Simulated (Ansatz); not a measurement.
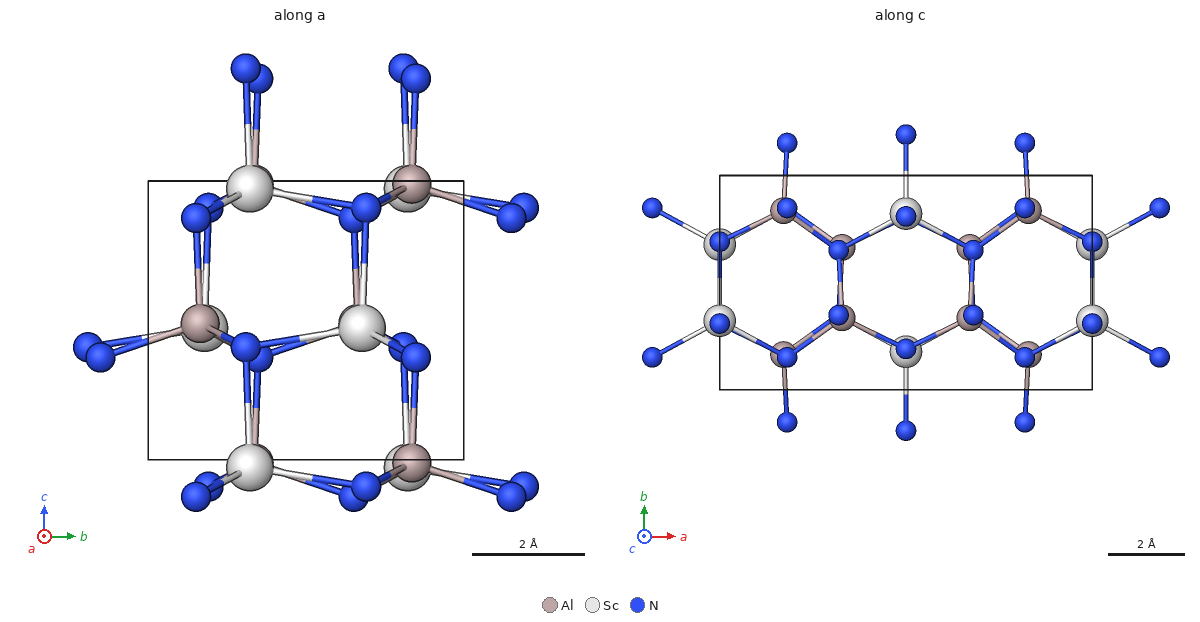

The image is a ball-and-stick drawing of a crystal, viewed along the a axis and along the c axis. The conventional unit cell is drawn as a box. Some atoms of the next cells are drawn as well.

ScAl$_{2}$N$_{3}$, space group Cmc2_1 (No. 36), a = 9.88 Å, b = 5.68 Å, c = 5.02 Å, α = 90.00°, β = 90.00°, γ = 90.00°.

Level of theory and settings: DFT PBE, scalar-relativistic, plane waves, PAW (Ansatz 0.2.0), a basis cut at 420 eV, k-points about 0.21 Å⁻¹ apart, Gaussian smearing of 0.02 eV, no spin polarisation.

Question: Is the electronic structure metallic or gapped?

Answer: A semiconductor at this level, with a gap of 2.99 eV on the k-mesh (the true edges may lie between mesh points, so the gap can be somewhat smaller).

The structure comes from a structure listed in the Materials Project, with elements exchanged, so it need not be a known form of the compound. Atoms and cell were optimised with Ansatz 0.2.0, DFT PBE, scalar-relativistic, plane waves, PAW.
